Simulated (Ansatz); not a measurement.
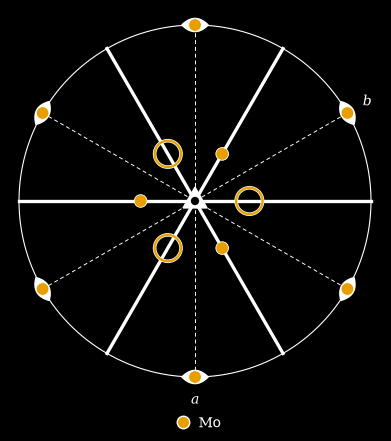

For Mo, the geometry relaxed with Ansatz 0.2.0, DFT PBEsol, scalar-relativistic, plane waves, PAW: directions from one molybdenum atom at (0, 0, 0) to its bonded neighbours, in stereographic projection down c (filled: above the plane of the page or in it, open: below). All values are computed from the atomic coordinates in the standard setting (tolerance 0.002 Å).

Neighbours are counted up to 3.10 Å for Mo. The symmetry elements of the site are drawn in: heavy lines are mirror planes (a heavy rim: a mirror in the plane of the page); lens, triangle, square and hexagon are 2-, 3-, 4- and 6-fold axes, a lens in an open square is −4, a triangle in an open hexagon −6; thin dashed diameters join the ends of axes that lie in the page; a small open circle marks inversion.

```cif
data_structure
_symmetry_space_group_name_H-M 'P 1'
_symmetry_Int_Tables_number 1
_cell_length_a 2.7705
_cell_length_b 2.7705
_cell_length_c 7.0260
_cell_angle_alpha 90.000
_cell_angle_beta 90.000
_cell_angle_gamma 120.000
_cell_volume 46.70
loop_
_atom_site_label
_atom_site_type_symbol
_atom_site_fract_x
_atom_site_fract_y
_atom_site_fract_z
_atom_site_occupancy
Mo1 Mo 0.00000 0.00000 0.00000 1
Mo2 Mo 0.66667 0.33333 0.33333 1
Mo3 Mo 0.33333 0.66667 0.66667 1
```

Question: How many neighbours are there, and at what angles?

Answer: 12: 6 Mo at 2.77 Å, 6 Mo at 2.84 Å. Angles between bonds: 58° (6×), 60° (6×), 61° (12×), 90° (12×), 119° (12×), 120° (6×), 122° (6×), 180° (6×).

Question: What is the site's symmetry in the crystal?

Answer: Point group -3m (D3d), order 12: one threefold axis, three twofold axes, three mirror planes, an inversion centre. In R-3m (No. 166, hexagonal axes) this is Wyckoff position 3a.
